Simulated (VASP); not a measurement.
# CdTe: GW quasiparticle gap

How does the gap of CdTe change from the starting functional to GW? The cell is of the zinc-blende type, one of the forms listed for this formula. The start is a cell from a database of measured crystal structures.

Calculated with VASP 6.6.1; PBE, spin-orbit coupling; plane waves and PAW (Cd_GW, Te_GW), in the first sound run; inputs show where later runs differ.

## (1) The structure

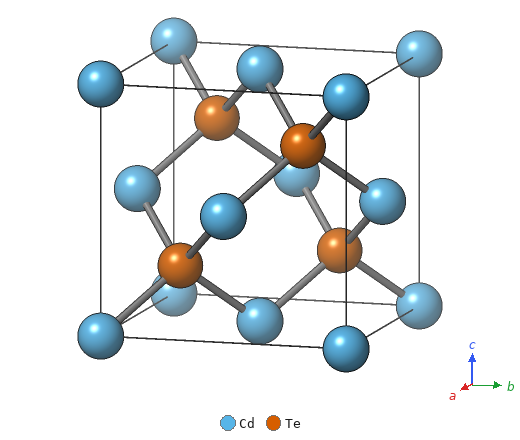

Start, viewed slightly off an axis; cadmium blue, tellurium orange. This picture shows the conventional cell, with its axes. Bonds to atoms that aren't drawn are left out. Some periodic images of atoms are drawn too.

## (2) Ground state

The orbitals come from a self-consistent PBE run with a tight EDIFF and a narrow smearing. KPOINTS_OPT adds the bands along a path, which shows whether the mesh holds the band edges.

INCAR

```
SYSTEM = CdTe
PREC = Accurate
ENCUT = 300
EDIFF = 1E-08
NELM = 100
ISMEAR = 0
SIGMA = 0.01
LREAL = .FALSE.
ALGO = Normal
GGA = PE
LNONCOLLINEAR = .TRUE.
MAGMOM = 0 0 0 0 0 0
NBANDS = 30
GGA_COMPAT = .FALSE.
LASPH = .TRUE.
LSORBIT = .TRUE.
LORBIT = 11
LWAVE = .TRUE.
LCHARG = .FALSE.
KPAR = 8
```

POSCAR

```
CdTe
1.0
    0.0000000000      3.2400000000      3.2400000000
    3.2400000000      0.0000000000      3.2400000000
    3.2400000000      3.2400000000      0.0000000000
Cd Te
1 1
Direct
    0.0000000000      0.0000000000      0.0000000000
    0.2500000000      0.2500000000      0.2500000000
```

KPOINTS

```
Automatic mesh
0
Gamma
4 4 4
0 0 0
```

KPOINTS_OPT

```
Line mode
12
Line-mode
Reciprocal
  0.00000000   0.00000000   0.00000000 GAMMA
  0.50000000   0.00000000   0.50000000 X

  0.50000000   0.00000000   0.50000000 X
  0.50000000   0.25000000   0.75000000 W

  0.50000000   0.25000000   0.75000000 W
  0.37500000   0.37500000   0.75000000 K

  0.37500000   0.37500000   0.75000000 K
  0.00000000   0.00000000   0.00000000 GAMMA

  0.00000000   0.00000000   0.00000000 GAMMA
  0.50000000   0.50000000   0.50000000 L

  0.50000000   0.50000000   0.50000000 L
  0.62500000   0.25000000   0.62500000 U

  0.62500000   0.25000000   0.62500000 U
  0.50000000   0.25000000   0.75000000 W

  0.50000000   0.25000000   0.75000000 W
  0.50000000   0.50000000   0.50000000 L

  0.50000000   0.50000000   0.50000000 L
  0.37500000   0.37500000   0.75000000 K

  0.62500000   0.25000000   0.62500000 U
  0.50000000   0.00000000   0.50000000 X
```

The projector-augmented-wave data sets are Cd_GW and Te_GW (PBE family, release 64).

Run with:

```sh
> mpirun -np 8 vasp_ncl
```

What it wrote:

```text
[banner, memory and clock lines left out]
running    8 mpi-ranks, on    1 nodes
 distrk:  each k-point on    1 cores,    8 groups
 distr:  one band on    1 cores,    1 groups

 POSCAR found type information on POSCAR CdTe
 POSCAR found :  2 types and       2 ions
|                                                                             |
|           W    W    AA    RRRRR   N    N  II  N    N   GGGG   !!!           |
|           W    W   A  A   R    R  NN   N  II  NN   N  G    G  !!!           |
|           W    W  A    A  R    R  N N  N  II  N N  N  G       !!!           |
|           W WW W  AAAAAA  RRRRR   N  N N  II  N  N N  G  GGG   !            |
|           WW  WW  A    A  R   R   N   NN  II  N   NN  G    G                |
|           W    W  A    A  R    R  N    N  II  N    N   GGGG   !!!           |
|                                                                             |
|     For optimal performance we recommend to set                             |
|       NCORE = 2 up to number-of-cores-per-socket                            |
|     NCORE specifies how many cores store one orbital (NPAR=cpu/NCORE).      |
|     This setting can greatly improve the performance of VASP for DFT.       |
|     The default, NCORE=1 might be grossly inefficient on modern             |
|     multi-core architectures or massively parallel machines. Do your        |
|     Unfortunately you need to use the default for GW and RPA                |
|     calculations (for HF NCORE is supported but not extensively tested      |
|     yet).                                                                   |
|                                                                             |

 LDA part: xc-table for (Slater+PW92), standard interpolation
 POSCAR, INCAR and KPOINTS ok, starting setup
 FFT: planning ... GRIDC
 FFT: planning ... GRID_SOFT
 FFT: planning ... GRID
 WAVECAR not read
 entering main loop
       N       E                     dE             d eps       ncg     rms          rms(c)
DAV:   1     0.781698029845E+02    0.78170E+02   -0.62206E+03   688   0.719E+02
DAV:   2    -0.100685396889E+01   -0.79177E+02   -0.76066E+02   834   0.241E+02
DAV:   3    -0.496008918758E+01   -0.39532E+01   -0.39169E+01   872   0.562E+01
DAV:   4    -0.514511766970E+01   -0.18503E+00   -0.18491E+00   958   0.136E+01
DAV:   5    -0.515127141310E+01   -0.61537E-02   -0.61534E-02   920   0.236E+00    0.495E+00
DAV:   6    -0.491431362902E+01    0.23696E+00   -0.32493E-01   782   0.748E+00    0.395E+00
DAV:   7    -0.489179322780E+01    0.22520E-01   -0.16058E-01   768   0.255E+00    0.143E+00
DAV:   8    -0.489228765318E+01   -0.49443E-03   -0.19400E-02   860   0.150E+00    0.342E-01
DAV:   9    -0.489236941657E+01   -0.81763E-04   -0.12834E-03   936   0.443E-01    0.177E-01
DAV:  10    -0.489251976624E+01   -0.15035E-03   -0.28783E-04   800   0.161E-01    0.344E-02
DAV:  11    -0.489259295331E+01   -0.73187E-04   -0.24671E-04   776   0.193E-01    0.188E-02
DAV:  12    -0.489257149790E+01    0.21455E-04   -0.51552E-05   758   0.103E-01    0.542E-03
DAV:  13    -0.489257233367E+01   -0.83576E-06   -0.81817E-06   816   0.187E-02    0.259E-03
DAV:  14    -0.489257261656E+01   -0.28289E-06   -0.70316E-07   774   0.739E-03    0.142E-03
DAV:  15    -0.489257249947E+01    0.11708E-06   -0.23782E-07   792   0.422E-03    0.355E-04
DAV:  16    -0.489257252532E+01   -0.25848E-07   -0.34633E-08   770   0.146E-03    0.208E-04
DAV:  17    -0.489257254536E+01   -0.20042E-07   -0.12658E-09   524   0.382E-04    0.525E-05
DAV:  18    -0.489257255705E+01   -0.11682E-07   -0.47770E-10   444   0.266E-04    0.396E-05
DAV:  19    -0.489257256051E+01   -0.34631E-08   -0.32994E-10   462   0.217E-04
   1 F= -.48925726E+01 E0= -.48925726E+01  d E =-.620194E-30  mag=    -0.0000     0.0000    -0.0000
 Start KPOINTS_OPT (optional k-point list driver)
k-point batch [1-10\120]
       N       E                     dE             ncg
DAV:   1     0.343471966761E+03   -0.93853E+03      680
DAV:   2    -0.463233887531E+03   -0.80671E+03      852
DAV:   3    -0.504726824610E+03   -0.41493E+02      856
DAV:   4    -0.506393594811E+03   -0.16668E+01      932
DAV:   5    -0.506460376932E+03   -0.66782E-01      954
DAV:   6    -0.506463396708E+03   -0.30198E-02      934
DAV:   7    -0.506463598495E+03   -0.20179E-03      962
DAV:   8    -0.506463608030E+03   -0.95353E-05      926
DAV:   9    -0.506463608581E+03   -0.55064E-06      914
DAV:  10    -0.506463608624E+03   -0.42582E-07      836
DAV:  11    -0.506463608626E+03   -0.19693E-08      530
[...]
k-point batch [111-120\120]
       N       E                     dE             ncg
DAV:   1     0.227816170728E+03   -0.39093E+04      680
DAV:   2    -0.539277150103E+03   -0.76709E+03      820
DAV:   3    -0.573293838019E+03   -0.34017E+02      888
DAV:   4    -0.574674249641E+03   -0.13804E+01     1000
DAV:   5    -0.574722919938E+03   -0.48670E-01      902
DAV:   6    -0.574726153437E+03   -0.32335E-02     1056
DAV:   7    -0.574726243844E+03   -0.90407E-04      904
DAV:   8    -0.574726249352E+03   -0.55078E-05      984
DAV:   9    -0.574726249739E+03   -0.38701E-06      884
DAV:  10    -0.574726249767E+03   -0.27859E-07      800
DAV:  11    -0.574726249769E+03   -0.21410E-08      612
 writing wavefunctions
```

The job ended after 34 s (8 MPI ranks of Intel Xeon 6975P-C (Granite Rapids), shared host; peak memory 2.1 GiB; 4.4 min of CPU time).

Lines that name or quote the potential files are left out of all logs, and their timing lines are given in words.

Parts of OUTCAR (step 2):

```text
ion  position               nearest neighbor table
   1  0.000  0.000  0.000-   2 2.81   2 2.81   2 2.81   2 2.81
   2  0.250  0.250  0.250-   1 2.81   1 2.81   1 2.81   1 2.81

  LATTYP: Found a face centered cubic cell.
 ALAT       =     6.4800000000

 Subroutine GETGRP returns: Found 24 space group operations
 (whereof 24 operations were pure point group operations)

The static configuration has the point symmetry T_d .

 Found     10 irreducible k-points:

   k-points           NKPTS =     10   k-points in BZ     NKDIM =     10   number of bands    NBANDS=     30

   dimension x,y,z NGX =    28 NGY =   28 NGZ =   28
   dimension x,y,z NGXF=    56 NGYF=   56 NGZF=   56

   ENCUT  =  300.0 eV  22.05 Ry    4.70 a.u.   6.47  6.47  6.47*2*pi/ulx,y,z

   NELECT =      18.0000    total number of electrons

 k-points in reciprocal lattice and weights: Automatic mesh
   0.00000000  0.00000000  0.00000000       0.016
   0.25000000  0.00000000  0.00000000       0.062
  -0.25000000  0.00000000  0.00000000       0.062
   0.50000000  0.00000000  0.00000000       0.062
   0.25000000  0.25000000  0.00000000       0.094
   0.50000000  0.25000000  0.00000000       0.188
   0.50000000 -0.25000000  0.00000000       0.188
  -0.25000000  0.25000000  0.00000000       0.188
   0.50000000  0.50000000  0.00000000       0.047
  -0.25000000  0.50000000  0.25000000       0.094

 average (electrostatic) potential at core
       1 -68.7331       2 -90.2801

 E-fermi :   3.6973

 k-point     1 :       0.0000    0.0000    0.0000
  band No.  band energies     occupation
    ...
     14       2.7788      1.00000
     15       3.6193      1.00000
     16       3.6193      1.00000
     17       3.6193      1.00000
     18       3.6193      1.00000
     19       4.1033      0.00000
     20       4.1033      0.00000
     21       7.6968      0.00000
     22       7.6968      0.00000
     23       8.0481      0.00000
    ...

 k-point     2 :       0.2500    0.0000    0.0000
  band No.  band energies     occupation
    ...
     14       0.5813      1.00000
     15       2.6509      1.00000
     16       2.6509      1.00000
     17       3.1623      1.00000
     18       3.1810      1.00000
     19       5.3202      0.00000
     20       5.3202      0.00000
     21       8.3695      0.00000
     22       8.3695      0.00000
     23       8.5933      0.00000
    ...

 k-point     3 :      -0.2500    0.0000    0.0000
  band No.  band energies     occupation
    ...
     14       0.5813      1.00000
     15       2.6509      1.00000
     16       2.6509      1.00000
     17       3.1623      1.00000
     18       3.1810      1.00000
     19       5.3202      0.00000
     20       5.3202      0.00000
     21       8.3695      0.00000
     22       8.3695      0.00000
     23       8.5933      0.00000
    ...

  Total        1.1360743      1.1360743      1.1360743     -0.0000000     -0.0000000      0.0000000
  in kB       26.7579172     26.7579172     26.7579172     -0.0000000     -0.0000000      0.0000000
  external PRESSURE =      26.7579172 kB  Pullay stress =       0.0000000 kB

  energy-cutoff  :      300.00
  volume of cell :       68.02
      direct lattice vectors                 reciprocal lattice vectors
     0.000000000  3.240000000  3.240000000    -0.154320988  0.154320988  0.154320988
     3.240000000  0.000000000  3.240000000     0.154320988 -0.154320988  0.154320988
     3.240000000  3.240000000  0.000000000     0.154320988  0.154320988 -0.154320988

 POSITION                                       TOTAL-FORCE (eV/Angst)
 -----------------------------------------------------------------------------------
      0.00000      0.00000      0.00000         0.000000      0.000000      0.000000
      1.62000      1.62000      1.62000        -0.000000     -0.000000     -0.000000
 -----------------------------------------------------------------------------------
    total drift:                                0.000001      0.000001      0.000001

  FREE ENERGIE OF THE ION-ELECTRON SYSTEM (eV)
  ---------------------------------------------------
  free  energy   TOTEN  =        -4.8925725605 eV

  energy  without entropy=       -4.8925725605  energy(sigma->0) =       -4.89257256

 Spin-Orbit-Coupling matrix elements
 Ion:    1  E_soc:     -0.0602545
 Ion:    2  E_soc:     -0.2462268

 total charge
# of ion       s       p       d       f       tot
--------------------------------------------------
    1        0.542   0.413   9.664   0.013  10.631
    2        1.559   2.660   0.045   0.000   4.265
--------------------------------------------------
tot          2.101   3.073   9.709   0.013  14.896

 magnetization (x)
# of ion       s       p       d       f       tot
--------------------------------------------------
    1        0.000  -0.000  -0.000   0.000   0.000
    2        0.000   0.000  -0.000   0.000   0.000
--------------------------------------------------
tot          0.000   0.000  -0.000   0.000   0.000

 magnetization (y)
# of ion       s       p       d       f       tot
--------------------------------------------------
    1        0.000   0.000   0.000   0.000   0.000
    2       -0.000  -0.000  -0.000   0.000  -0.000
--------------------------------------------------
tot          0.000   0.000  -0.000   0.000   0.000

 magnetization (z)
# of ion       s       p       d       f       tot
--------------------------------------------------
    1       -0.000   0.000  -0.000   0.000  -0.000
    2        0.000   0.000   0.000   0.000   0.000
--------------------------------------------------
tot         -0.000   0.000  -0.000   0.000   0.000

[... 3 further parts left out ...]
```

LASPH is switched on together with spin-orbit coupling, so the change from the scalar run holds both.

Numbers from this step:

```
free energy (TOTEN)               : -4.893 eV
Fermi energy                      : 3.697 eV
pressure                          : 2.676 GPa
least gap on mesh and path        : 0.484 eV
least direct gap on mesh and path : 0.484 eV
```

The spin moment in the PAW sphere vanishes on all atoms.

On-site spin-orbit energy by atom:

```tsv
atom	on-site spin-orbit energy (eV)
Cd1	-0.060
Te2	-0.246
```

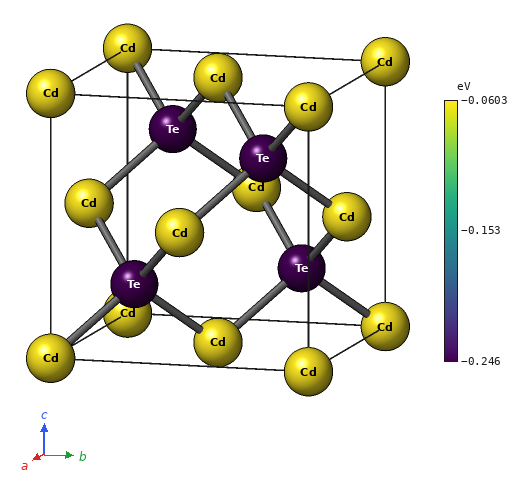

Atoms coloured by on-site spin-orbit energy. Bonds to atoms that aren't drawn are left out. Some periodic images of atoms are drawn too.

The highest empty bands on the path are converged less tightly, to about 0.1 eV. The electronic bands at the labelled points (eV, zero at the valence-band top; v1 is the highest filled band, c1 the lowest empty one):

```tsv
point	v4	v3	v2	v1	c1	c2	c3	c4
Γ	0.00	0.00	0.00	0.00	0.48	0.48	4.08	4.08
X	-2.32	-2.32	-1.99	-1.99	2.32	2.32	2.39	2.39
W	-2.89	-2.45	-2.44	-2.41	3.74	4.14	4.39	4.45
K	-3.01	-2.73	-1.83	-1.79	2.59	2.63	4.13	4.32
Γ	0.00	0.00	0.00	0.00	0.48	0.48	4.08	4.08
L	-1.32	-1.32	-0.80	-0.80	1.53	1.53	4.83	4.83
U	-3.01	-2.73	-1.83	-1.79	2.59	2.63	4.13	4.32
W	-2.89	-2.45	-2.44	-2.41	3.74	4.14	4.39	4.45
L	-1.32	-1.32	-0.80	-0.80	1.53	1.53	4.83	4.83
K	-3.01	-2.73	-1.83	-1.79	2.59	2.63	4.13	4.32
jump to U	-3.01	-2.73	-1.83	-1.79	2.59	2.63	4.13	4.32
X	-2.32	-2.32	-1.99	-1.99	2.32	2.32	2.39	2.39
```

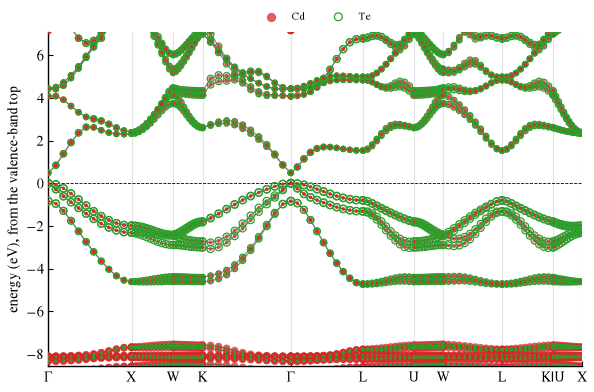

Electronic bands along the path; dots are coloured as in the legend, and their area grows with the weight.

The cell has a gap of 0.484 eV on mesh and path and a pressure of +2.7 GPa, which holds the misfit of the given cell and coordinates with this functional, and any error of cutoff, mesh and data sets.

## (3) Empty bands, SOC yes, program vasp ncl

ALGO = Exact makes the empty bands from the converged ground state in one step. LOPTICS writes the k-derivatives of the orbitals (WAVEDER), which give the long-wavelength limit of the screening.

INCAR

```
SYSTEM = CdTe
PREC = Accurate
ENCUT = 300
ISMEAR = 0
SIGMA = 0.01
LREAL = .FALSE.
GGA = PE
LNONCOLLINEAR = .TRUE.
MAGMOM = 0 0 0 0 0 0
NBANDS = 408
GGA_COMPAT = .FALSE.
LASPH = .TRUE.
LSORBIT = .TRUE.
ALGO = Exact
NELM = 1
LWAVE = .TRUE.
LCHARG = .FALSE.
LOPTICS = .TRUE.
NEDOS = 1000
CSHIFT = 0.1
```

POSCAR is that of step 2.

KPOINTS is that of step 2.

Run with:

```sh
> mpirun -np 8 vasp_ncl
```

What it wrote:

```text
[banner, memory and clock lines left out]
running    8 mpi-ranks, on    1 nodes
 distrk:  each k-point on    8 cores,    1 groups
 distr:  one band on    1 cores,    8 groups

 POSCAR found type information on POSCAR CdTe
 POSCAR found :  2 types and       2 ions
 [... a notice as in an earlier step ...]

 LDA part: xc-table for (Slater+PW92), standard interpolation
 found WAVECAR, reading the header
  number of bands has changed, file:    30 present:   408
  trying to continue reading WAVECAR, but it might fail
 POSCAR, INCAR and KPOINTS ok, starting setup
 FFT: planning ... GRIDC
 FFT: planning ... GRID_SOFT
 FFT: planning ... GRID
 reading WAVECAR
 random initialization beyond band           30
 the WAVECAR file was read successfully
 initial charge from wavefunction
 entering main loop
       N       E                     dE             d eps       ncg     rms          rms(c)
DIA:   1    -0.489257256041E+01   -0.48926E+01    0.00000E+00     0   0.000E+00
   1 F= -.48925726E+01 E0= -.48925726E+01  d E =-.118921E-89  mag=    -0.0000     0.0000     0.0000
 writing wavefunctions
 optical routines
 imaginary and real dielectric function
 recalculating local potential from charge density
 direction            1
 direction            2
 direction            3
```

The job ended after 10 s (8 MPI ranks; peak memory 1.9 GiB).

From OUTCAR (step 3):

```text
The static configuration has the point symmetry T_d .

 Found     10 irreducible k-points:

   k-points           NKPTS =     10   k-points in BZ     NKDIM =     10   number of bands    NBANDS=    408

   NELECT =      18.0000    total number of electrons

 E-fermi :   3.7602

  Total        1.1361134      1.1361134      1.1361134     -0.0000000      0.0000000      0.0000000
  in kB       26.7588365     26.7588365     26.7588365     -0.0000000      0.0000000      0.0000000
  external PRESSURE =      26.7588365 kB  Pullay stress =       0.0000000 kB

  FREE ENERGIE OF THE ION-ELECTRON SYSTEM (eV)
  ---------------------------------------------------
  free  energy   TOTEN  =        -4.8925725604 eV

  energy  without entropy=       -4.8925725604  energy(sigma->0) =       -4.89257256

 plasma frequency squared (from intraband transitions) (eV^2)
  --------------------------------------------------------------------------------------
       0.000      -0.000      -0.000
       0.000       0.000      -0.000
       0.000       0.000       0.000

 Spin-Orbit-Coupling matrix elements
 Ion:    1  E_soc:     -0.0602546
 Ion:    2  E_soc:     -0.2462270

[... 15 parts as in an earlier step ...]
```

WAVECAR now holds 408 bands for 18 electrons. Its independent-particle dielectric tensor has xx, yy, zz = 58.5, 58.5, 58.5 on this mesh, which isn't tested for convergence in mesh or bands and lacks local fields. A value this large is set by the few k points at the smallest gap, and it enters the screening of any GW step.

(Continued in part 2 of 3.)

[Lines on the potential files, build, host, timing and source positions are cut from VASP's logs without a mark.]

[Logs are printed without paths, hosts, clocks, repeated set-up lines and the standing remarks that a program may print on its own settings, such as how far it seeks lower states.]

[Hosts, paths, dates, database ids (printed as entryN), source tags and the programs' standing remarks are cut or masked in the printed files.]

[Pressures printed for these runs are not shown converged in the cutoff: they can be off by several GPa and have the wrong sign.]
